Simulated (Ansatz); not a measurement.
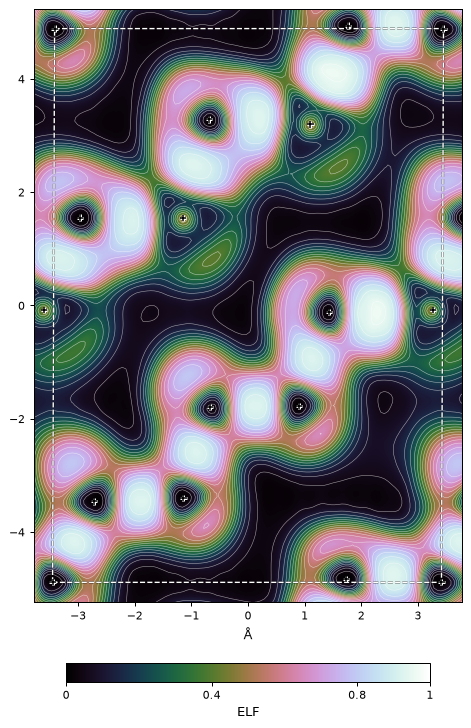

The electron localisation function on a plane through atoms (crosses mark nuclei in the plane).

All numbers below come from DFT PBEsol, scalar-relativistic, plane waves, PAW in Ansatz 0.2.0.

Candidates:
A. ZnSe, a = 5.63 Å, b = 5.63 Å, c = 5.63 Å, α = 90.00°, β = 90.00°, γ = 90.00°. Space group F-43m.
B. SiC3, a = 5.63 Å, b = 5.68 Å, c = 6.87 Å, α = 89.88°, β = 89.77°, γ = 60.39°. Space group P1; a generated structure, not necessarily the stable one.

**Which system is this?**

Candidate B: SiC3 on the (11̄0) plane of the conventional cell, which holds C and Si. Si–C (1.76 Å): the ELF peaks at about 0.90 between the atoms, as expected for a covalent bond. C–C (1.57 Å): the ELF peaks at about 0.95 between the atoms (localised, covalent bonding).
